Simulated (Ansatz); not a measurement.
## Geometry relaxation, with input and output: BN (part 3 of 3)

BN (P6₃/mmc, 4 atoms in the cell); DFT PBE, scalar-relativistic, plane waves, PAW, no spin polarisation (Ansatz 0.2.0); cutoff 420 eV, 12×12×4 k-mesh, Gaussian smearing of 0.02 eV. The structure derives from a Materials Project entry.

Geometry of the input (Å; fractional positions):
```
2.5124  0.0000  0.0000
-1.2562  2.1758  0.0000
0.0000  0.0000  7.7073
B  0.3333  0.6667  0.2500
B  0.6667  0.3333  0.7500
N  0.3333  0.6667  0.7500
N  0.6667  0.3333  0.2500
```

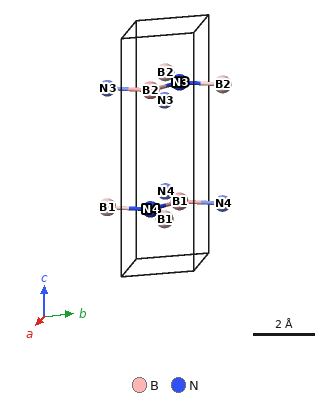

The geometry at step 8 of the log (ball-and-stick view of the cell of the calculation, seen slightly off an axis; neighbours outside the cell are drawn fainter; atoms are numbered from 1 in the order of the input).

### Log, continued
```
SCF iter   1: F=—  HF=-1084.860939 eV  |F-HF|=—  |Δ(HF+E_count)|=         —  Δρ=5.73e-5  dr2=2.03e-7  ethr=1.48e-8  ⟨swp⟩=3.5  Hψ=6500  notcnv=0
preconditioner: auto → none  [insulator: Δε(μ)=4.414 eV  Ē_g=15.359 eV  σ=0.020 eV  W_gap=1.00  n_scr=6 (ndim 8)  ℏωp=22.1 eV  f_vac=0.226  D(μ)=0.00/eV (n_scr^D=0)  ε∞_Penn≈3.1]
SCF iter   2: F=—  HF=-1084.860966 eV  |F-HF|=—  |Δ(HF+E_count)|=   2.66e-5  Δρ=2.80e-5  dr2=4.96e-8  ethr=1.27e-9  ⟨swp⟩=2.0  Hψ=1140  notcnv=0
SCF iter   3: F=—  HF=-1084.860966 eV  |F-HF|=—  |Δ(HF+E_count)|=   4.96e-7  Δρ=1.07e-5  dr2=9.87e-9  ethr=3.10e-10  ⟨swp⟩=2.0  Hψ=1053  notcnv=0
SCF iter   4: F=—  HF=-1084.860966 eV  |F-HF|=—  |Δ(HF+E_count)|=   7.10e-8  Δρ=9.35e-7  dr2=9.34e-11  ethr=6.17e-11  ⟨swp⟩=2.0  Hψ=1140  notcnv=0
SCF iter   5: F=-1084.860966 eV  HF=-1084.860966 eV  |F-HF|=2.96e-12  |Δ(HF+E_count)|=  3.51e-10  Δρ=8.81e-8  dr2=9.48e-13  ethr=1.00e-12  ⟨swp⟩=4.1  Hψ=2360  notcnv=0
SCF 15 converged in 5 iterations: F = -1084.860966 eV  dr2 = 9.48e-13
relax step  15: F+E_penalty+E_count = -1084.86096638 eV  Δ(F+E_penalty+E_count) = -1.244e-3 eV  max|allowed force component| = 6.106e-16 eV/Å  Δτ_max = 0.0000 Å  P = +0.012 GPa  Ω = 45.296 Å³  stress off target by 6.12e-2 GPa  SCF on the basis re-selected at this cell (its energy is not comparable with the rows above)  (5 SCF iters)
basis re-selected at this cell: Δ(F+E_penalty+E_count) = -1.244e-3 eV, ΔP = +0.012 GPa vs the last step (what re-selecting the basis moved, of the pressure what is left beyond the Pulay correction that the steps carried, after the strain that the cell walked since its last selection, with what the two solves' SCF thresholds leave and, on support functions, any second-order correction that the steps lacked; it is no measure of the basis error at this ecutwfc). This SCF's stress stands 6.12e-2 GPa from its target on what of the cell is left free (relax.cell.stress_tol is 5.00e-2 GPa) and its largest allowed force component is 6.11e-16 eV/Å (relax.f_tol is 5.00e-3 eV/Å): not within both, so this SCF does not close the relaxation
Crystal: 4 atoms, lattice volume = 45.600 Å³
iter 1 solved again at ethr=3.78e-6 eV; its pass at ethr=3.10e-3 eV (dr2=6.06e-4 eV) is discarded
SCF iter   1: F=—  HF=-1084.860083 eV  |F-HF|=—  |Δ(HF+E_count)|=         —  Δρ=7.40e-4  dr2=4.42e-4  ethr=3.78e-6  ⟨swp⟩=2.1  Hψ=5144  notcnv=0
preconditioner: auto → none  [insulator: Δε(μ)=4.381 eV  Ē_g=15.336 eV  σ=0.020 eV  W_gap=1.00  n_scr=6 (ndim 8)  ℏωp=22.0 eV  f_vac=0.233  D(μ)=0.00/eV (n_scr^D=0)  ε∞_Penn≈3.1]
SCF iter   2: F=—  HF=-1084.859978 eV  |F-HF|=—  |Δ(HF+E_count)|=   1.05e-4  Δρ=4.15e-4  dr2=5.78e-5  ethr=2.76e-6  ⟨swp⟩=2.1  Hψ=1067  notcnv=0
SCF iter   3: F=—  HF=-1084.859996 eV  |F-HF|=—  |Δ(HF+E_count)|=   1.81e-5  Δρ=1.34e-4  dr2=8.85e-6  ethr=3.61e-7  ⟨swp⟩=2.2  Hψ=1153  notcnv=0
SCF iter   4: F=—  HF=-1084.859999 eV  |F-HF|=—  |Δ(HF+E_count)|=   2.86e-6  Δρ=3.78e-5  dr2=2.99e-7  ethr=5.53e-8  ⟨swp⟩=3.0  Hψ=1177  notcnv=0
SCF iter   5: F=-1084.859999 eV  HF=-1084.859999 eV  |F-HF|=5.05e-11  |Δ(HF+E_count)|=   3.21e-7  Δρ=2.85e-6  dr2=2.10e-9  ethr=5.85e-11  ⟨swp⟩=3.5  Hψ=3233  notcnv=0
SCF 16 converged in 5 iterations: F = -1084.859999 eV  dr2 = 2.10e-9
relax step  16: F+E_penalty+E_count = -1084.85999907 eV  Δ(F+E_penalty+E_count) = +9.673e-4 eV  max|allowed force component| = 7.193e-16 eV/Å  Δτ_max = 0.0000 Å  P = -0.001 GPa  Ω = 45.600 Å³  energy of the carried Pulay correction = -1.029e-3 eV  (5 SCF iters, dr2 threshold 9.37e-9 eV, accepted)
iter 1 solved again at ethr=1.53e-8 eV; its pass at ethr=3.10e-3 eV (dr2=2.45e-6 eV) is discarded
SCF iter   1: F=—  HF=-1084.861042 eV  |F-HF|=—  |Δ(HF+E_count)|=         —  Δρ=5.11e-5  dr2=1.50e-7  ethr=1.53e-8  ⟨swp⟩=3.5  Hψ=6486  notcnv=0
preconditioner: auto → none  [insulator: Δε(μ)=4.399 eV  Ē_g=15.347 eV  σ=0.020 eV  W_gap=1.00  n_scr=6 (ndim 8)  ℏωp=22.0 eV  f_vac=0.232  D(μ)=0.00/eV (n_scr^D=0)  ε∞_Penn≈3.1]
SCF iter   2: F=—  HF=-1084.861070 eV  |F-HF|=—  |Δ(HF+E_count)|=   2.84e-5  Δρ=2.49e-5  dr2=3.67e-8  ethr=9.39e-10  ⟨swp⟩=2.0  Hψ=1140  notcnv=0
SCF iter   3: F=—  HF=-1084.861072 eV  |F-HF|=—  |Δ(HF+E_count)|=   1.57e-6  Δρ=9.11e-6  dr2=8.15e-9  ethr=2.29e-10  ⟨swp⟩=2.0  Hψ=1073  notcnv=0
SCF iter   4: F=—  HF=-1084.861072 eV  |F-HF|=—  |Δ(HF+E_count)|=   1.87e-7  Δρ=8.51e-7  dr2=7.94e-11  ethr=5.09e-11  ⟨swp⟩=2.0  Hψ=1140  notcnv=0
SCF iter   5: F=-1084.861072 eV  HF=-1084.861072 eV  |F-HF|=4.77e-12  |Δ(HF+E_count)|=  6.00e-10  Δρ=8.42e-8  dr2=8.58e-13  ethr=1.00e-12  ⟨swp⟩=4.1  Hψ=2334  notcnv=0
SCF 17 converged in 5 iterations: F = -1084.861072 eV  dr2 = 8.58e-13
relax step  17: F+E_penalty+E_count = -1084.86107179 eV  Δ(F+E_penalty+E_count) = -1.073e-3 eV  max|allowed force component| = 5.736e-16 eV/Å  Δτ_max = 0.0000 Å  P = +0.008 GPa  Ω = 45.600 Å³  stress off target by 4.44e-2 GPa  SCF on the basis re-selected at this cell (its energy is not comparable with the rows above)  (5 SCF iters)
basis re-selected at this cell: Δ(F+E_penalty+E_count) = -1.073e-3 eV, ΔP = +0.009 GPa vs the last step (what re-selecting the basis moved, of the pressure what is left beyond the Pulay correction that the steps carried, after the strain that the cell walked since its last selection, with what the two solves' SCF thresholds leave and, on support functions, any second-order correction that the steps lacked; it is no measure of the basis error at this ecutwfc). This SCF's stress stands 4.44e-2 GPa from its target on what of the cell is left free (relax.cell.stress_tol is 5.00e-2 GPa) and its largest allowed force component is 5.74e-16 eV/Å (relax.f_tol is 5.00e-3 eV/Å): within both
SCF converged after 5 iterations
Free energy (F): -1084.861072 eV
Harris-Foulkes:  -1084.861072 eV  (|F-HF|=4.77e-12)
Internal energy: -1084.861072 eV  (E = F + TS)
E sigma→0 (E₀):  -1084.861072 eV
Fermi energy:    4.756177 eV
--- Per-component energies (eV) ---
  E_band       = -72.850198
  E_kinetic    = 365.513066
  E_local      = -957.063962  (includes V_loc(G=0)·N_el)
  E_nonlocal   = 115.412179
  E_hartree    = 338.530227
  E_xc         = -184.008218
  E_vxc        = -228.225520  (∫ρ·V_xc dr)
  E_paw        = -413.512274  (= ΣΔE_a)
  E_vpaw       = -45.546611  (= ΣTr[D̂ρ^β])
  E_aug_tail   = 0.000194  (compensation charges beyond the density's cutoff)
  E_ewald      = -349.732284
  E_smearing   = -0.000000  (= −TS)
  E_closure    = -0.000000  (closes the sum)
  Σ components = -1084.861072   (vs F -1084.861072, Δ=0.00e0)
--- Forces (eV/Å), atoms counted from 1 ---
  atom   1  B      0.00000000    -0.00000000     0.00000000
  atom   2  B     -0.00000000     0.00000000     0.00000000
  atom   3  N      0.00000000    -0.00000000     0.00000000
  atom   4  N     -0.00000000     0.00000000     0.00000000
  max |Σ_I F_I| component: 7.40e-17 eV/Å
--- Stress (GPa, compression-positive) ---
       -0.010296      -0.000000       0.000000
       -0.000000      -0.010296       0.000000
        0.000000       0.000000       0.044368
  P = ⅓ Tr σ = 0.0079 GPa (0.079 kbar)
--- Band table (eV; the first three rows and the last of 57) ---
  k-point 0: bands = ["-15.0713", "-15.0306", "-2.9330", "-2.3301", "1.2085", "1.2085", "1.2100", "1.2100", "6.9555", "10.3213", "12.6212", "14.0885"]
  k-point 1: bands = ["-15.0654", "-15.0366", "-2.8525", "-2.4276", "1.2084", "1.2084", "1.2097", "1.2097", "7.3024", "9.5013", "13.3016", "14.0909"]
  k-point 2: bands = ["-15.0511", "-15.0511", "-2.6481", "-2.6481", "1.2088", "1.2088", "1.2088", "1.2088", "8.2432", "8.2432", "14.0960", "14.0960"]
  k-point 56: bands = ["-11.4238", "-11.4238", "-5.2982", "-5.2982", "-4.5944", "-4.5944", "2.5567", "2.5567", "7.2150", "7.2150", "14.7127", "14.7127"]
--- Relaxed structure (11 steps of the walk, 11 accepted, 6 SCFs on fresh bases) ---
  F+E_penalty+E_count = -1084.86107179 eV   max|allowed force component| = 5.736e-16 eV/Å   (the final SCF, on the basis selected at the relaxed cell)
  cell:  # Å, volume = 45.5998 Å³
    - [2.5121811436097947, 2.8864646865642842e-11, 0.0]
    - [-1.2560905718298947, 2.175612689259893, 0.0]
    - [0.0, 0.0, 8.343163535331293]
  atoms:
    - { symbol: B, position: [0.3333333333333333, 0.6666666666666667, 0.25] }
    - { symbol: B, position: [0.6666666666666665, 0.3333333333333333, 0.7499999999999999] }
    - { symbol: N, position: [0.3333333333333333, 0.6666666666666667, 0.7499999999999999] }
    - { symbol: N, position: [0.6666666666666665, 0.3333333333333333, 0.25] }
```

### Trajectory as extended XYZ (Å, eV, eV/Å), 17 frames, from step=1 to step=17
```
4
Lattice="2.5124 0.0000 0.0000 -1.2562 2.1758 0.0000 0.0000 0.0000 7.7073" Properties=species:S:1:pos:R:3:forces:R:3 step=1 energy=-1084.85718 pressure_GPa=0.06
B     0.0000    1.4506    1.9268    0.0000   0.0000   0.0000
B     1.2562    0.7253    5.7804    0.0000   0.0000   0.0000
N     0.0000    1.4506    5.7804    0.0000   0.0000   0.0000
N     1.2562    0.7253    1.9268    0.0000   0.0000   0.0000
4
Lattice="2.5123 0.0000 0.0000 -1.2561 2.1757 0.0000 0.0000 0.0000 7.7697" Properties=species:S:1:pos:R:3:forces:R:3 step=2 energy=-1084.85665 pressure_GPa=0.04
B     0.0000    1.4505    1.9424    0.0000   0.0000   0.0000
B     1.2561    0.7252    5.8272    0.0000   0.0000   0.0000
N     0.0000    1.4505    5.8272    0.0000   0.0000   0.0000
N     1.2561    0.7252    1.9424    0.0000   0.0000   0.0000
4
Lattice="2.5120 0.0000 0.0000 -1.2560 2.1754 0.0000 0.0000 0.0000 7.8760" Properties=species:S:1:pos:R:3:forces:R:3 step=3 energy=-1084.85507 pressure_GPa=-0.01
B     0.0000    1.4503    1.9690    0.0000   0.0000   0.0000
B     1.2560    0.7251    5.9070    0.0000   0.0000   0.0000
N     0.0000    1.4503    5.9070    0.0000   0.0000   0.0000
N     1.2560    0.7251    1.9690    0.0000   0.0000   0.0000
4
Lattice="2.5120 0.0000 0.0000 -1.2560 2.1754 0.0000 0.0000 0.0000 7.8760" Properties=species:S:1:pos:R:3:forces:R:3 step=4 energy=-1084.85895 pressure_GPa=0.13
B     0.0000    1.4503    1.9690    0.0000   0.0000   0.0000
B     1.2560    0.7251    5.9070    0.0000   0.0000   0.0000
N     0.0000    1.4503    5.9070    0.0000   0.0000   0.0000
N     1.2560    0.7251    1.9690    0.0000   0.0000   0.0000
4
Lattice="2.5119 0.0000 0.0000 -1.2560 2.1754 0.0000 0.0000 0.0000 7.9821" Properties=species:S:1:pos:R:3:forces:R:3 step=5 energy=-1084.85749 pressure_GPa=0.04
B     0.0000    1.4503    1.9955    0.0000   0.0000   0.0000
B     1.2560    0.7251    5.9866    0.0000   0.0000   0.0000
N     0.0000    1.4503    5.9866    0.0000   0.0000   0.0000
N     1.2560    0.7251    1.9955    0.0000   0.0000   0.0000
4
Lattice="2.5120 0.0000 0.0000 -1.2560 2.1754 0.0000 0.0000 0.0000 8.0001" Properties=species:S:1:pos:R:3:forces:R:3 step=6 energy=-1084.85716 pressure_GPa=0.01
B     0.0000    1.4503    2.0000    0.0000   0.0000   0.0000
B     1.2560    0.7251    6.0000    0.0000   0.0000   0.0000
N     0.0000    1.4503    6.0000    0.0000   0.0000   0.0000
N     1.2560    0.7251    2.0000    0.0000   0.0000   0.0000
4
Lattice="2.5120 0.0000 0.0000 -1.2560 2.1754 0.0000 0.0000 0.0000 8.0001" Properties=species:S:1:pos:R:3:forces:R:3 step=7 energy=-1084.85991 pressure_GPa=0.10
B     0.0000    1.4503    2.0000    0.0000   0.0000   0.0000
B     1.2560    0.7251    6.0000    0.0000   0.0000   0.0000
N     0.0000    1.4503    6.0000    0.0000   0.0000   0.0000
N     1.2560    0.7251    2.0000    0.0000   0.0000   0.0000
4
Lattice="2.5121 0.0000 0.0000 -1.2561 2.1756 0.0000 0.0000 0.0000 8.0853" Properties=species:S:1:pos:R:3:forces:R:3 step=8 energy=-1084.85862 pressure_GPa=0.02
B     0.0000    1.4504    2.0213    0.0000   0.0000   0.0000
B     1.2561    0.7252    6.0640    0.0000   0.0000   0.0000
N     0.0000    1.4504    6.0640    0.0000   0.0000   0.0000
N     1.2561    0.7252    2.0213    0.0000   0.0000   0.0000
4
Lattice="2.5122 0.0000 0.0000 -1.2561 2.1756 0.0000 0.0000 0.0000 8.1213" Properties=species:S:1:pos:R:3:forces:R:3 step=9 energy=-1084.85794 pressure_GPa=-0.00
B     0.0000    1.4504    2.0303    0.0000   0.0000   0.0000
B     1.2561    0.7252    6.0909    0.0000   0.0000   0.0000
N     0.0000    1.4504    6.0909    0.0000   0.0000   0.0000
N     1.2561    0.7252    2.0303    0.0000   0.0000   0.0000
4
Lattice="2.5122 0.0000 0.0000 -1.2561 2.1756 0.0000 0.0000 0.0000 8.1213" Properties=species:S:1:pos:R:3:forces:R:3 step=10 energy=-1084.86043 pressure_GPa=0.04
B     0.0000    1.4504    2.0303    0.0000   0.0000   0.0000
B     1.2561    0.7252    6.0909    0.0000   0.0000   0.0000
N     0.0000    1.4504    6.0909    0.0000   0.0000   0.0000
N     1.2561    0.7252    2.0303    0.0000   0.0000   0.0000
4
Lattice="2.5122 0.0000 0.0000 -1.2561 2.1756 0.0000 0.0000 0.0000 8.1747" Properties=species:S:1:pos:R:3:forces:R:3 step=11 energy=-1084.85958 pressure_GPa=0.02
B     0.0000    1.4504    2.0437    0.0000   0.0000   0.0000
B     1.2561    0.7252    6.1310    0.0000   0.0000   0.0000
N     0.0000    1.4504    6.1310    0.0000   0.0000   0.0000
N     1.2561    0.7252    2.0437    0.0000   0.0000   0.0000
4
Lattice="2.5122 0.0000 0.0000 -1.2561 2.1756 0.0000 0.0000 0.0000 8.2222" Properties=species:S:1:pos:R:3:forces:R:3 step=12 energy=-1084.85869 pressure_GPa=0.00
B     0.0000    1.4504    2.0556    0.0000   0.0000   0.0000
B     1.2561    0.7252    6.1667    0.0000   0.0000   0.0000
N     0.0000    1.4504    6.1667    0.0000   0.0000   0.0000
N     1.2561    0.7252    2.0556    0.0000   0.0000   0.0000
4
Lattice="2.5122 0.0000 0.0000 -1.2561 2.1756 0.0000 0.0000 0.0000 8.2222" Properties=species:S:1:pos:R:3:forces:R:3 step=13 energy=-1084.86084 pressure_GPa=0.02
B     0.0000    1.4504    2.0556    0.0000   0.0000   0.0000
B     1.2561    0.7252    6.1667    0.0000   0.0000   0.0000
N     0.0000    1.4504    6.1667    0.0000   0.0000   0.0000
N     1.2561    0.7252    2.0556    0.0000   0.0000   0.0000
4
Lattice="2.5122 0.0000 0.0000 -1.2561 2.1756 0.0000 0.0000 0.0000 8.2875" Properties=species:S:1:pos:R:3:forces:R:3 step=14 energy=-1084.85972 pressure_GPa=0.00
B     0.0000    1.4504    2.0719    0.0000   0.0000   0.0000
B     1.2561    0.7252    6.2156    0.0000   0.0000   0.0000
N     0.0000    1.4504    6.2156    0.0000   0.0000   0.0000
N     1.2561    0.7252    2.0719    0.0000   0.0000   0.0000
4
Lattice="2.5122 0.0000 0.0000 -1.2561 2.1756 0.0000 0.0000 0.0000 8.2875" Properties=species:S:1:pos:R:3:forces:R:3 step=15 energy=-1084.86097 pressure_GPa=0.01
B     0.0000    1.4504    2.0719    0.0000   0.0000   0.0000
B     1.2561    0.7252    6.2156    0.0000   0.0000   0.0000
N     0.0000    1.4504    6.2156    0.0000   0.0000   0.0000
N     1.2561    0.7252    2.0719    0.0000   0.0000   0.0000
4
Lattice="2.5122 0.0000 0.0000 -1.2561 2.1756 0.0000 0.0000 0.0000 8.3432" Properties=species:S:1:pos:R:3:forces:R:3 step=16 energy=-1084.86000 pressure_GPa=-0.00
B     0.0000    1.4504    2.0858    0.0000   0.0000   0.0000
B     1.2561    0.7252    6.2574    0.0000   0.0000   0.0000
N     0.0000    1.4504    6.2574    0.0000   0.0000   0.0000
N     1.2561    0.7252    2.0858    0.0000   0.0000   0.0000
4
Lattice="2.5122 0.0000 0.0000 -1.2561 2.1756 0.0000 0.0000 0.0000 8.3432" Properties=species:S:1:pos:R:3:forces:R:3 step=17 energy=-1084.86107 pressure_GPa=0.01
B     0.0000    1.4504    2.0858    0.0000   0.0000   0.0000
B     1.2561    0.7252    6.2574    0.0000   0.0000   0.0000
N     0.0000    1.4504    6.2574    0.0000   0.0000   0.0000
N     1.2561    0.7252    2.0858    0.0000   0.0000   0.0000
```

### Key numbers

- outcome: converged
- space group (tolerance 0.01 Å): P6₃/mmc (194)
- electrons treated: 16
- free energy: −1084.8611 eV
- Fermi energy: 4.756 eV
- gap on the k-point mesh: 4.40 eV
- pressure: 0.01 GPa
- final volume: 45.60 Å³
- largest force (length of the vector) at the end: under 0.001 eV/Å
- final cell: a = 2.512 Å, b = 2.512 Å, c = 8.343 Å, α = 90.00°, β = 90.00°, γ = 120.00°
- hardware: 4 threads of Intel Xeon (Granite Rapids), 32 GiB of memory available, shared host
- wall time: 6 s (CPU time 19 s)
- peak memory: 0.36 GiB
